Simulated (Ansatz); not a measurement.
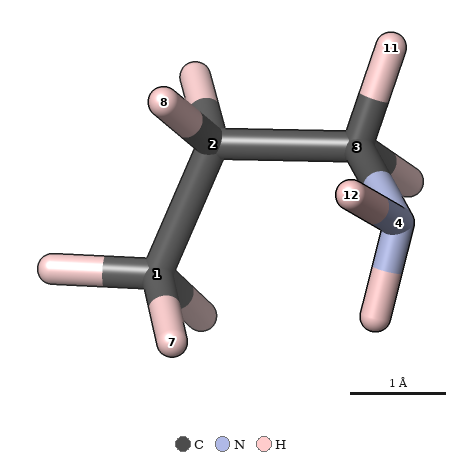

The starting structure (stick view, seen at a tilt; atoms are numbered from 1 in the order of the input). Bond lengths as drawn: C–C 1.53 to 1.54 Å, C–H 1.11 Å, C–N 1.46 Å and H–N 1.03 Å.

Run report: C$_{3}$H$_{9}$N, geometry relaxation

The run: geometry relaxation of C$_{3}$H$_{9}$N, SMILES CCCN. Method and program: RKS PBE0-D4/def2-TZVP (Ansatz 0.2.0).

The geometry: PBE-D4/def2-SVP start. Figures and captions count atoms from 1; the log counts them from 0 in places.

### The input
```yaml
crystal:
  periodic: [false, false, false]
  atoms:
    - {symbol: C, position_ang: [-1.386749, 0.223309, 0.507263]}
    - {symbol: C, position_ang: [-0.295326, -0.794788, 0.174410]}
    - {symbol: C, position_ang: [1.114315, -0.182210, 0.061569]}
    - {symbol: N, position_ang: [1.316421, 0.833168, -0.968663]}
    - {symbol: H, position_ang: [-2.389882, -0.245283, 0.556370]}
    - {symbol: H, position_ang: [-1.197179, 0.713531, 1.485874]}
    - {symbol: H, position_ang: [-1.436947, 1.023982, -0.260842]}
    - {symbol: H, position_ang: [-0.539689, -1.306038, -0.785053]}
    - {symbol: H, position_ang: [-0.277553, -1.595144, 0.947246]}
    - {symbol: H, position_ang: [1.394372, 0.266347, 1.041722]}
    - {symbol: H, position_ang: [1.847706, -1.000251, -0.112343]}
    - {symbol: H, position_ang: [1.031514, 0.461058, -1.885083]}
    - {symbol: H, position_ang: [0.704395, 1.641218, -0.797371]}
basis:
  gaussian: {orbitals: def2-TZVP}
hamiltonian: {xc: pbe0, dispersion: d4}
relax: {f_tol: 0.005, max_steps: 150}
```

Run on 4 threads of Arm Neoverse V2, 23 GiB of memory available, shared host.

Launched with:
```bash
ansatz run in.yaml --threads 4 --pin off --events-out ev --progress --plain --max-ram 10444MiB
```

### Output
```
Functional definition: PBE0
  name "PBE0"
  cite "Adamo & Barone, J. Chem. Phys. 110, 6158 (1999) doi:10.1063/1.478522"
  cite "Perdew, Burke & Ernzerhof, Phys. Rev. Lett. 77, 3865 (1996) doi:10.1103/PhysRevLett.77.3865"
  parent pbe
  parameter a = 0.25
  parameter kappa = 0.804
  parameter beta = 0.06672455060314922
  exchange = (1 - a)*pbe_x(kappa = kappa, mu = beta*pi^2/3) + a*exact_x
  correlation = pbe_c(beta = beta)
1091 factors; their error is unknown
mean field evaluation 1: about -4733.3862 eV, gradient 6.9e1 eV
mean field evaluation 2: about -4726.5051 eV, gradient 8.6e1 eV
mean field evaluation 4: about -4743.8860 eV, gradient 3.4e0 eV
mean field evaluation 8: about -4743.9111 eV, gradient 6.1e-2 eV
mean field evaluation 16: about -4743.8889 eV, gradient 5.2e-5 eV
mean field -4743.88888258 eV, -174.3347009113 hartree, gradient 8.8e-6 eV, S^2 0.000000; 0 other end points of the search recorded, 0 dependent functions left out
the calculation of the forces begins
reference -4743.88891262 eV, -174.3347020155 hartree; 17, 17 occupied and 161, 161 virtual orbitals, 1091 factors
relax step   1: F+E_penalty+E_count = -4744.05547572 eV  Δ(F+E_penalty+E_count) = +0.000e0 eV  max|allowed force component| = 6.486e-1 eV/Å  Δτ_max = 0.0000 Å  (28 SCF iters, accepted)
these checks for a lower state are left out or cut short: starts, cluster_reference, orbital_swaps, neighbouring_geometries, increment
1091 factors; their error is unknown
mean field -4743.93460455 eV, -174.3363811629 hartree, gradient 7.9e-6 eV, S^2 0.000000; 0 other end points of the search recorded, 0 dependent functions left out
the calculation of the forces begins
reference -4743.93463438 eV, -174.3363822590 hartree; 17, 17 occupied and 161, 161 virtual orbitals, 1091 factors
relax step   2: F+E_penalty+E_count = -4744.10185037 eV  Δ(F+E_penalty+E_count) = -4.637e-2 eV  max|allowed force component| = 2.561e-1 eV/Å  Δτ_max = 0.0258 Å  (31 SCF iters, accepted)
these checks for a lower state are left out or cut short: starts, cluster_reference, orbital_swaps, neighbouring_geometries, increment
1091 factors; their error is unknown
mean field evaluation 32: about -4743.9395 eV, gradient 7.7e-6 eV
mean field -4743.93954102 eV, -174.3365625747 hartree, gradient 7.7e-6 eV, S^2 0.000000; 0 other end points of the search recorded, 0 dependent functions left out
the calculation of the forces begins
reference -4743.93957081 eV, -174.3365636697 hartree; 17, 17 occupied and 161, 161 virtual orbitals, 1091 factors
relax step   3: F+E_penalty+E_count = -4744.10692397 eV  Δ(F+E_penalty+E_count) = -5.074e-3 eV  max|allowed force component| = 6.374e-2 eV/Å  Δτ_max = 0.0133 Å  (30 SCF iters, accepted)
these checks for a lower state are left out or cut short: starts, cluster_reference, orbital_swaps, neighbouring_geometries, increment
1091 factors; their error is unknown
mean field -4743.93851082 eV, -174.3365247155 hartree, gradient 2.7e-5 eV, S^2 0.000000; 0 other end points of the search recorded, 0 dependent functions left out
the calculation of the forces begins
reference -4743.93854072 eV, -174.3365258145 hartree; 17, 17 occupied and 161, 161 virtual orbitals, 1091 factors
relax step   4: F+E_penalty+E_count = -4744.10586657 eV  Δ(F+E_penalty+E_count) = +1.057e-3 eV  max|allowed force component| = 1.153e-1 eV/Å  Δτ_max = 0.0263 Å  (29 SCF iters, rejected (line search))
these checks for a lower state are left out or cut short: starts, cluster_reference, orbital_swaps, neighbouring_geometries, increment
1091 factors; their error is unknown
mean field -4743.93985461 eV, -174.3365740991 hartree, gradient 2.7e-5 eV, S^2 0.000000; 0 other end points of the search recorded, 0 dependent functions left out
the calculation of the forces begins
reference -4743.93988444 eV, -174.3365751953 hartree; 17, 17 occupied and 161, 161 virtual orbitals, 1091 factors
relax step   5: F+E_penalty+E_count = -4744.10723375 eV  Δ(F+E_penalty+E_count) = -3.098e-4 eV  max|allowed force component| = 1.740e-2 eV/Å  Δτ_max = 0.0131 Å  (29 SCF iters, accepted)
these checks for a lower state are left out or cut short: starts, cluster_reference, orbital_swaps, neighbouring_geometries, increment
1091 factors; their error is unknown
mean field -4743.93990198 eV, -174.3365758396 hartree, gradient 2.7e-5 eV, S^2 0.000000; 0 other end points of the search recorded, 0 dependent functions left out
the calculation of the forces begins
reference -4743.93993182 eV, -174.3365769364 hartree; 17, 17 occupied and 161, 161 virtual orbitals, 1091 factors
relax step   6: F+E_penalty+E_count = -4744.10728254 eV  Δ(F+E_penalty+E_count) = -4.879e-5 eV  max|allowed force component| = 1.479e-3 eV/Å  Δτ_max = 0.0044 Å  (30 SCF iters, accepted)
1091 factors; their error is unknown
mean field evaluation 64: about -4743.9354 eV, gradient 3.4e0 eV
```

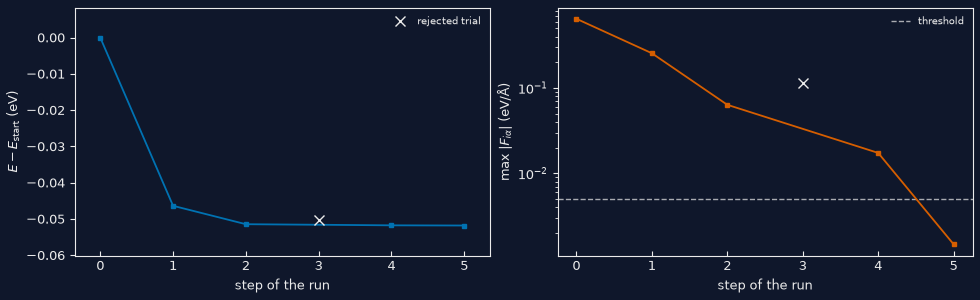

Progress of the relaxation, step by step (the first geometry is step 0 here and step 1 in the log).

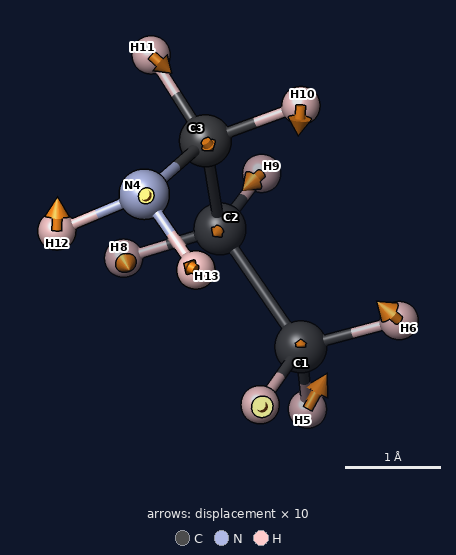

The starting structure with the displacements as orange arrows, magnified 10 times (ball-and-stick view, seen at an oblique angle). The two geometries are laid on each other by the best rigid fit. The largest move after the best rigid fit is that of H5, 0.045 Å. By element the largest moves are H 0.045 Å, N 0.018 Å, C 0.016 Å. Distances before and after: C2–H8 1.114 → 1.097 Å, C1–H5 1.108 → 1.092 Å, N4–H12 1.029 → 1.013 Å, C2–C3 1.541 → 1.526 Å. Over 5 geometry steps the energy falls by 0.052 eV. Largest force component: 0.65 eV/Å at the start, 0.0015 eV/Å at the end. The line search rejected the trial step at point 3 (counted from 0) and went back. (Atoms are counted from 1 in the order of the input.)

```
mean field -4743.93990198 eV, -174.3365758396 hartree, gradient 2.7e-5 eV, S^2 0.000000; 1 other end points of the search recorded, 0 dependent functions left out
the calculation of the forces begins
reference -4743.93993182 eV, -174.3365769364 hartree; 17, 17 occupied and 161, 161 virtual orbitals, 1091 factors
Total energy: -4744.10731239 eV, -174.3427280589 hartree
Atom 0 at    -1.377876     0.221753     0.509745 Å, force    -0.000634    -0.000647    -0.000313 eV/Å
Atom 1 at    -0.298271    -0.788717     0.162997 Å, force     0.001112     0.001479     0.000969 eV/Å
Atom 2 at     1.099076    -0.182328     0.067598 Å, force    -0.001197     0.000731    -0.000109 eV/Å
Atom 3 at     1.303968     0.822507    -0.961473 Å, force    -0.000830     0.000692     0.000630 eV/Å
Atom 4 at    -2.358955    -0.251464     0.588101 Å, force     0.000098    -0.000374     0.000461 eV/Å
Atom 5 at    -1.167210     0.709315     1.466473 Å, force     0.000644    -0.000112     0.000043 eV/Å
Atom 6 at    -1.456854     1.003163    -0.250999 Å, force     0.000007     0.000168     0.000074 eV/Å
Atom 7 at    -0.539687    -1.277574    -0.788927 Å, force    -0.000491     0.000000    -0.001016 eV/Å
Atom 8 at    -0.282641    -1.582687     0.918557 Å, force     0.000014    -0.000190    -0.000209 eV/Å
Atom 9 at     1.361748     0.270284     1.030649 Å, force    -0.000407     0.000110     0.000007 eV/Å
Atom 10 at     1.826802    -0.983082    -0.098032 Å, force     0.000410    -0.000912     0.000353 eV/Å
Atom 11 at     1.066232     0.451384    -1.873829 Å, force     0.000382    -0.000338    -0.000417 eV/Å
Atom 12 at     0.709064     1.626346    -0.805761 Å, force     0.000892    -0.000606    -0.000474 eV/Å
Dipole moment:    -0.265994    -0.084148    -0.014273 e Å
```

### Trajectory as extended XYZ (Å, eV, eV/Å), 6 frames, from step=1 to step=6
```
13
Properties=species:S:1:pos:R:3:forces:R:3 step=1 energy=-4744.05548
C    -1.3867    0.2233    0.5073   -0.1333   0.2325   0.0393
C    -0.2953   -0.7948    0.1744   -0.0130  -0.2617  -0.1228
C     1.1143   -0.1822    0.0616    0.1779  -0.1945   0.3592
N     1.3164    0.8332   -0.9687   -0.6486   0.0503  -0.2784
H    -2.3899   -0.2453    0.5564    0.4970   0.1956  -0.0281
H    -1.1972    0.7135    1.4859   -0.0712  -0.2486  -0.4632
H    -1.4369    1.0240   -0.2608   -0.0011  -0.3983   0.3726
H    -0.5397   -1.3060   -0.7851    0.1066   0.2657   0.4472
H    -0.2776   -1.5951    0.9472    0.0129   0.4057  -0.3485
H     1.3944    0.2663    1.0417   -0.1498  -0.1841  -0.5016
H     1.8477   -1.0003   -0.1123   -0.3708   0.4209   0.0472
H     1.0315    0.4611   -1.8851    0.2056   0.1964   0.5396
H     0.7044    1.6412   -0.7974    0.3879  -0.4798  -0.0625
13
Properties=species:S:1:pos:R:3:forces:R:3 step=2 energy=-4744.10185
C    -1.3780    0.2238    0.5058   -0.0559   0.0661   0.0116
C    -0.2958   -0.7900    0.1664    0.0377  -0.0640  -0.0144
C     1.1061   -0.1823    0.0668    0.0460  -0.0873   0.0893
N     1.3086    0.8257   -0.9632   -0.2561   0.0244  -0.1109
H    -2.3662   -0.2473    0.5664    0.1341   0.0595  -0.0035
H    -1.1798    0.7079    1.4722   -0.0190  -0.0718  -0.1360
H    -1.4433    1.0139   -0.2545    0.0045  -0.1209   0.1105
H    -0.5385   -1.2893   -0.7859    0.0440   0.0865   0.1385
H    -0.2775   -1.5823    0.9303   -0.0138   0.1109  -0.1043
H     1.3763    0.2685    1.0345   -0.0517  -0.0633  -0.1531
H     1.8334   -0.9893   -0.1044   -0.1048   0.1273   0.0232
H     1.0370    0.4534   -1.8716    0.0949   0.0552   0.1578
H     0.7032    1.6262   -0.7976    0.1401  -0.1225  -0.0084
13
Properties=species:S:1:pos:R:3:forces:R:3 step=3 energy=-4744.10692
C    -1.3773    0.2222    0.5079    0.0027   0.0020  -0.0032
C    -0.2965   -0.7879    0.1650    0.0101   0.0013  -0.0096
C     1.1013   -0.1829    0.0669   -0.0053   0.0116   0.0034
N     1.3061    0.8228   -0.9629   -0.0637  -0.0166  -0.0076
H    -2.3594   -0.2498    0.5766   -0.0038  -0.0065   0.0045
H    -1.1735    0.7059    1.4676    0.0037   0.0066   0.0104
H    -1.4500    1.0064   -0.2502   -0.0011   0.0080  -0.0081
H    -0.5370   -1.2800   -0.7850   -0.0085  -0.0073  -0.0138
H    -0.2807   -1.5791    0.9230    0.0011  -0.0085   0.0040
H     1.3655    0.2688    1.0293    0.0100   0.0107   0.0123
H     1.8273   -0.9846   -0.0999    0.0061  -0.0064  -0.0025
H     1.0503    0.4524   -1.8713    0.0282  -0.0040   0.0002
H     0.7093    1.6248   -0.8018    0.0205   0.0091   0.0100
13
Properties=species:S:1:pos:R:3:forces:R:3 step=4 energy=-4744.10587 accepted=F
C    -1.3794    0.2201    0.5110   -0.0055  -0.0222  -0.0493
C    -0.2986   -0.7881    0.1613    0.0144   0.0006   0.0855
C     1.0998   -0.1829    0.0707   -0.0826  -0.0115  -0.0622
N     1.3022    0.8168   -0.9609    0.1087   0.0345  -0.1153
H    -2.3564   -0.2582    0.5977   -0.0284  -0.0101   0.0031
H    -1.1686    0.7166    1.4618    0.0272   0.0020   0.0353
H    -1.4678    0.9943   -0.2547    0.0019   0.0296  -0.0195
H    -0.5387   -1.2743   -0.7918    0.0010   0.0027  -0.0113
H    -0.2846   -1.5845    0.9141   -0.0002  -0.0113   0.0076
H     1.3637    0.2721    1.0315   -0.0118   0.0041   0.0151
H     1.8252   -0.9861   -0.0923    0.0141   0.0034  -0.0084
H     1.0566    0.4566   -1.8758    0.0124  -0.0444   0.0454
H     0.7320    1.6366   -0.8075   -0.0513   0.0225   0.0740
13
Properties=species:S:1:pos:R:3:forces:R:3 step=5 energy=-4744.10723
C    -1.3777    0.2220    0.5092   -0.0015   0.0011  -0.0036
C    -0.2978   -0.7885    0.1641    0.0029  -0.0006  -0.0022
C     1.0997   -0.1827    0.0672    0.0016   0.0045  -0.0026
N     1.3043    0.8232   -0.9615   -0.0174  -0.0094  -0.0020
H    -2.3593   -0.2505    0.5838   -0.0008  -0.0031   0.0013
H    -1.1700    0.7083    1.4671    0.0035   0.0027   0.0029
H    -1.4539    1.0042   -0.2510   -0.0009   0.0019   0.0003
H    -0.5392   -1.2790   -0.7868   -0.0026  -0.0013  -0.0051
H    -0.2817   -1.5813    0.9208   -0.0005  -0.0019   0.0011
H     1.3639    0.2688    1.0302    0.0012   0.0045   0.0047
H     1.8266   -0.9838   -0.0999    0.0018  -0.0016  -0.0008
H     1.0633    0.4527   -1.8734    0.0083  -0.0044   0.0008
H     0.7072    1.6253   -0.8048    0.0044   0.0077   0.0052
13
Properties=species:S:1:pos:R:3:forces:R:3 step=6 energy=-4744.10728
C    -1.3779    0.2218    0.5097   -0.0006  -0.0006  -0.0003
C    -0.2983   -0.7887    0.1630    0.0011   0.0015   0.0010
C     1.0991   -0.1823    0.0676   -0.0012   0.0007  -0.0001
N     1.3040    0.8225   -0.9615   -0.0008   0.0007   0.0006
H    -2.3590   -0.2515    0.5881    0.0001  -0.0004   0.0005
H    -1.1672    0.7093    1.4665    0.0006  -0.0001   0.0000
H    -1.4569    1.0032   -0.2510    0.0000   0.0002   0.0001
H    -0.5397   -1.2776   -0.7889   -0.0005   0.0000  -0.0010
H    -0.2826   -1.5827    0.9186    0.0000  -0.0002  -0.0002
H     1.3617    0.2703    1.0306   -0.0004   0.0001   0.0000
H     1.8268   -0.9831   -0.0980    0.0004  -0.0009   0.0004
H     1.0662    0.4514   -1.8738    0.0004  -0.0003  -0.0004
H     0.7091    1.6263   -0.8058    0.0009  -0.0006  -0.0005
```

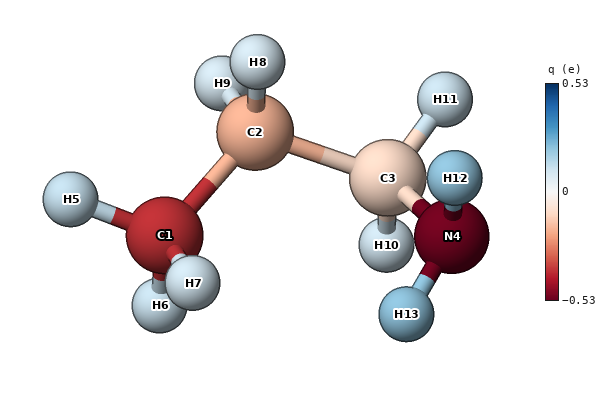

Mulliken charges, as the colour of each atom (ball-and-stick view, seen at a tilt; atoms are numbered from 1 in the order of the input; Mulliken charges depend strongly on the basis). By element: C −0.38 to −0.10, N −0.51 and H +0.09 to +0.21 e.

### Results in brief

| quantity | value |
| --- | --- |
| outcome | converged |
| total energy | −4744.1073 eV |
| mean-field energy | −4743.9399 eV |
| dispersion energy | −0.1674 eV |
| SCF solution under orbital rotations | stable |
| largest force (length of the vector) at the end | 0.002 eV/Å |
| dipole moment | 1.34 D |
| wall time | 14 s (CPU time 52 s) |
| peak memory | 0.39 GiB |
